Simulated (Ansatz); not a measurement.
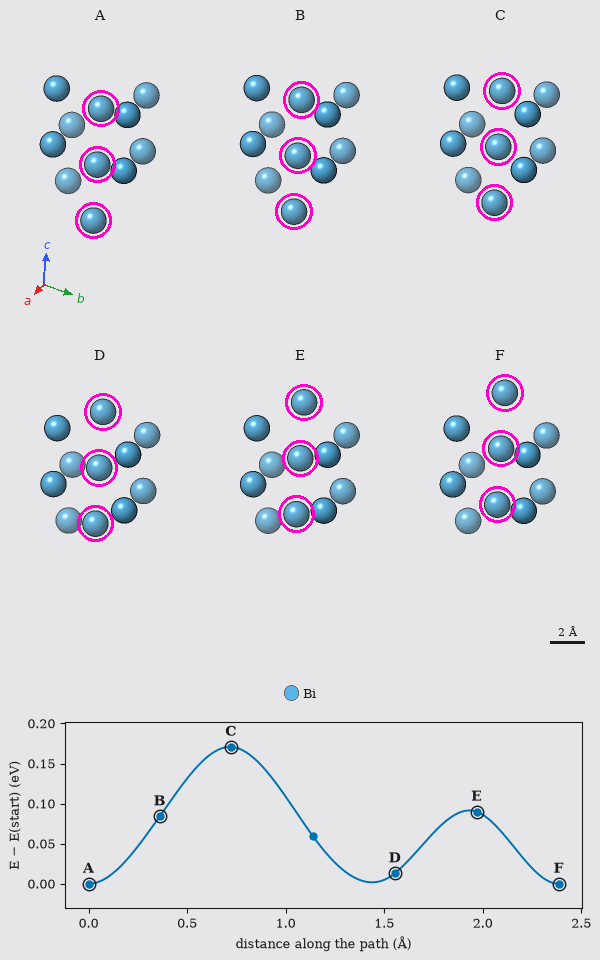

A nudged-elastic-band calculation for a 2-atom cell of Bi (set up in C2/m). Images are numbered from 0 (start) to 6 (end). Frames A to F are images 0, 1, 2, 4, 5, 6. A spheres-only model of the atoms within 4.7 Å of the middle of the path, seen slightly off an axis. The moving atom is ringed, with any periodic copies.

The calculation used DFT, PBE, all-electron LAPW, scalar-relativistic (Ansatz 0.2.0). Run with plane-wave cutoff 205 eV; k-point mesh 5 × 5 × 7; Fermi-Dirac smearing 0.05 eV; 5 movable images; climbing image.

**What happens along the path, and what is the barrier?**

The path has more than one stage, and so few images may leave a stage unresolved. A Bi atom travels furthest, 3.36 Å from end to end, along +c, on a straight line. At the highest image its nearest neighbour (Bi) is 3.13 Å away, against 3.18 Å at the start, and the surrounding atoms stand up to 0.05 Å off the mean of their end positions. The two ends have the same energy, and the highest point, image 2, lies 0.171 eV above the start. The profile has 2 maxima (images 2, 5) with a dip at image 4 (+0.013 eV), so the process runs in steps. The band converged in 4 iterations. The largest component of the band force went from 0.23 to 0.02 eV/Å. The climbing image converged on the top of the path. Its curvatures weren't checked.
